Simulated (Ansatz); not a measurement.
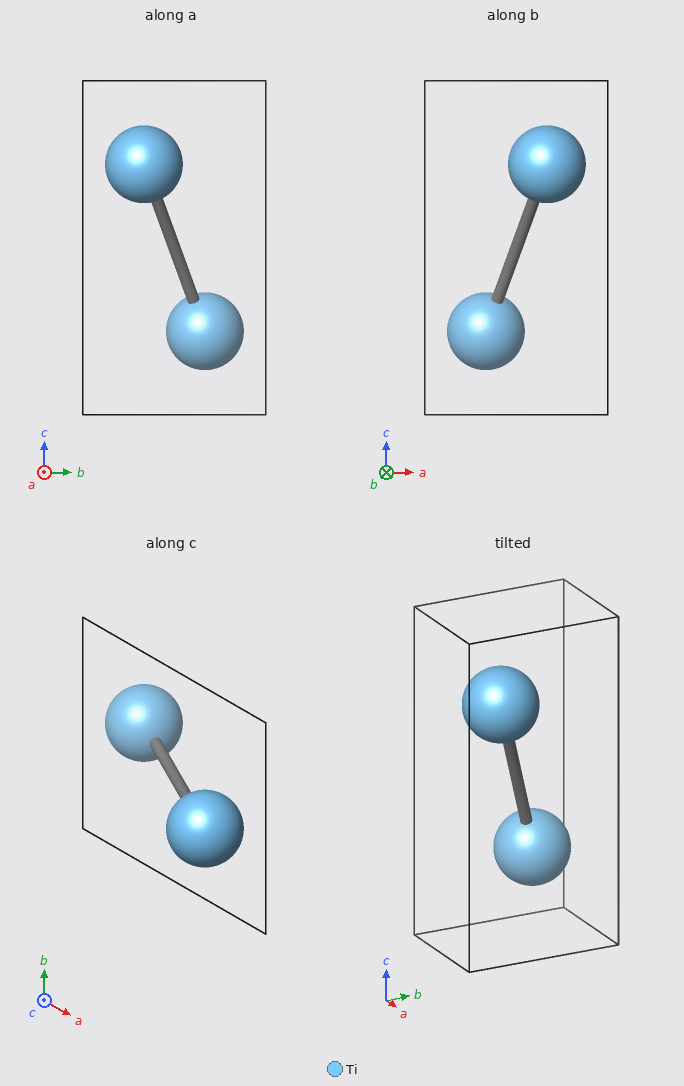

Ball-and-stick representation of a periodic structure, projected along the a axis, along the b axis, along the c axis and slightly off an axis. The conventional unit cell is outlined; an atom on or near a face, edge or corner is repeated at each equivalent position.

Lattice parameters: a = 2.935 Å, b = 2.935 Å, c = 4.638 Å, α = 90.00°, β = 90.00°, γ = 120.00°. Put a along x and b in the xy plane.

Put the structure into a POSCAR file.

```
Ti
1.0
     2.935    0.000    0.000
    -1.468    2.542    0.000
     0.000    0.000    4.638
Ti
2
Direct
  0.6667 0.3333 0.7500
  0.3333 0.6667 0.2500
```

The starting point was a structure type filled with this element by a generator (whether the element takes this form wasn't checked). What is shown is the relaxed result from Ansatz, DFT, m-r2SCAN, plane waves (500 eV) with PAW, scalar-relativistic.
